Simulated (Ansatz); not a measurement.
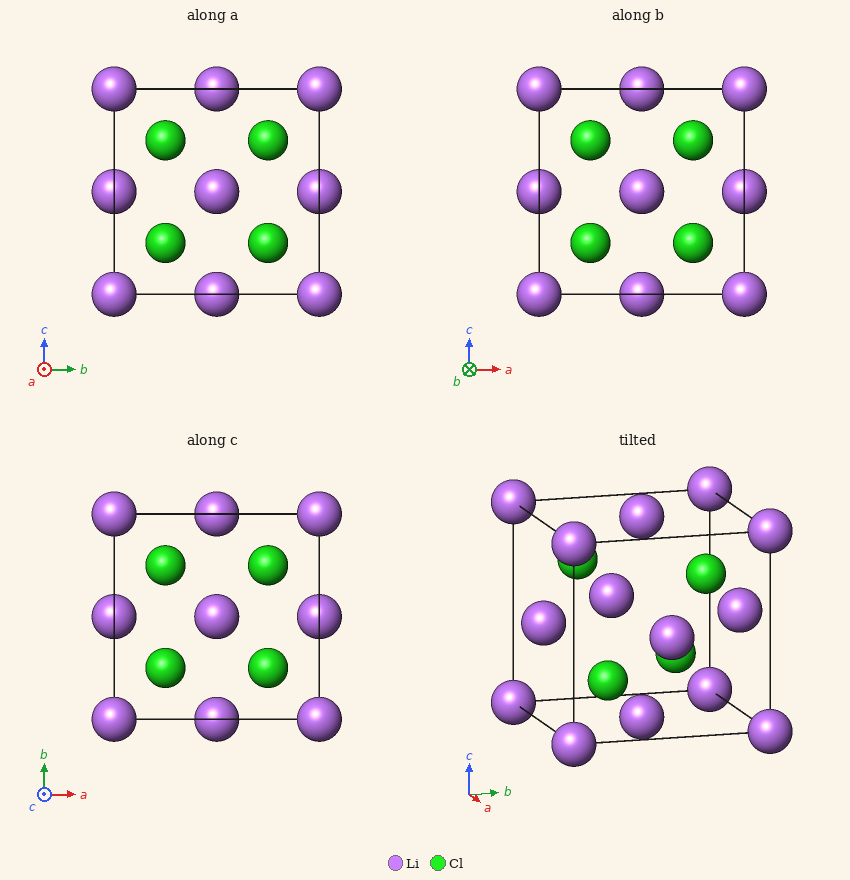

Spheres-only representation of a periodic structure, projected along the a axis, along the b axis, along the c axis and slightly off an axis. The conventional unit cell is outlined; an atom on or near a face, edge or corner is repeated at each equivalent position.

Lattice parameters: a = 5.687 Å, b = 5.687 Å, c = 5.687 Å, α = 90.00°, β = 90.00°, γ = 90.00°. Put a along x and b in the xy plane.

Question: Reconstruct the structure as a POSCAR file.

Answer:
```
Li Cl
1.0
     5.687    0.000    0.000
     0.000    5.687    0.000
     0.000    0.000    5.687
Li Cl
4 4
Direct
  0.0000 0.0000 0.0000
  0.0000 0.5000 0.5000
  0.5000 0.0000 0.5000
  0.5000 0.5000 0.0000
  0.2500 0.2500 0.7500
  0.2500 0.7500 0.2500
  0.7500 0.2500 0.2500
  0.7500 0.7500 0.7500
```

The starting point was a structure type filled with these elements by a generator (whether the compound takes this form wasn't checked). The cell was then strained or its atoms displaced on purpose. It went into a calculation with Ansatz.
